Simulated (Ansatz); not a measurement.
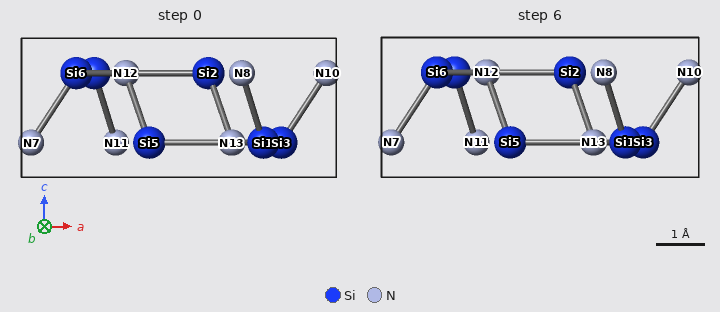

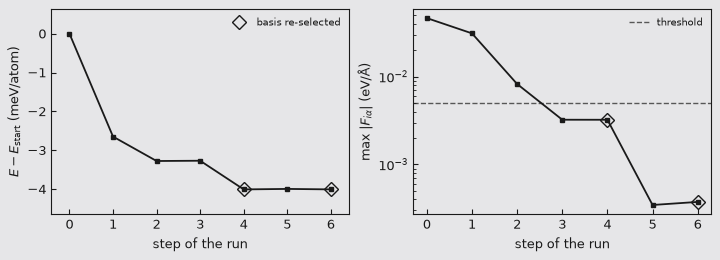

First and last geometry of a relaxation of a crystal of Si3N4 (built on the measured structure type), with the history of the run. Style: ball-and-stick. Shown: the cell of the calculation, along the b axis.

Method: Ansatz, DFT, PBE, plane waves, PAW.

Input file:
```yaml
crystal:
  lattice:
    - [7.6044, 0.0, 0.0]
    - [-3.8022, 6.5856035805, 0.0]
    - [0.0, 0.0, 2.9063]
  atoms:
    - { symbol: Si, position: [0.768477, 0.174557, 0.25] }
    - { symbol: Si, position: [0.59392, 0.768477, 0.75] }
    - { symbol: Si, position: [0.825443, 0.59392, 0.25] }
    - { symbol: Si, position: [0.231523, 0.825443, 0.75] }
    - { symbol: Si, position: [0.40608, 0.231523, 0.25] }
    - { symbol: Si, position: [0.174557, 0.40608, 0.75] }
    - { symbol: "N", position: [0.0305, 0.33024, 0.25] }
    - { symbol: "N", position: [0.70026, 0.0305, 0.75] }
    - { symbol: "N", position: [0.66976, 0.70026, 0.25] }
    - { symbol: "N", position: [0.9695, 0.66976, 0.75] }
    - { symbol: "N", position: [0.29974, 0.9695, 0.25] }
    - { symbol: "N", position: [0.33024, 0.29974, 0.75] }
    - { symbol: "N", position: [0.6666666667, 0.3333333333, 0.25] }
    - { symbol: "N", position: [0.3333333333, 0.6666666667, 0.75] }
kpoints:
  mp_grid: { grid: [6, 6, 8] }
hamiltonian:
  xc: pbe
scf:
  occupations: { method: fermi_dirac, width: 0.02 }
relax:
  f_tol: 0.005
  cell: {}
output:
  write_density: true
  write_potential: true
  elf: true
  volumetric_format: npy
```

Read the history and describe the run.

Answer. It converged. Over 4 accepted moves (6 points after the start) the energy falls by 4.0 meV per atom. Largest force component: 0.046 eV/Å at the start, 0.00038 eV/Å at the end. Pressure: 5.57 GPa at the start and 0.00 GPa at the end. The SCF was repeated twice at an unchanged geometry on a basis and grid sized afresh for the cell, which shifted the energy by 0.7 meV per atom at most. No atom moves by more than 0.005 Å relative to the cell. The drawn cell changes as follows: a = b 7.604 → 7.664 Å (+0.8 %), c 2.906 → 2.926 Å (+0.7 %); the volume changes by +2.3 %. Among the contacts that change: Si1–N13 1.730 → 1.743 Å, Si1–N7 1.736 → 1.748 Å. The space group stays P6_3/m (No. 176). The run took 29 s on 1 × NVIDIA H100 80GB HBM3 with 2 threads of AMD EPYC 7R13 Processor (Zen 3) (shared host), peak memory 1.1 GiB.

```
step  E − E(0), meV/atom  largest force component, eV/Å  pressure, GPa  volume, Å³/atom                      note
   0                0.00                         0.0463           5.57           10.396                          
   1               -2.65                         0.0311           2.69           10.514                          
   2               -3.28                         0.0082           0.10           10.623                          
   3               -3.27                         0.0032           0.00           10.627                          
   4               -4.01                         0.0032           0.12           10.627  same geometry, new basis
   5               -4.00                         0.0003           0.00           10.632                          
   6               -4.01                         0.0004           0.00           10.632  same geometry, new basis
```
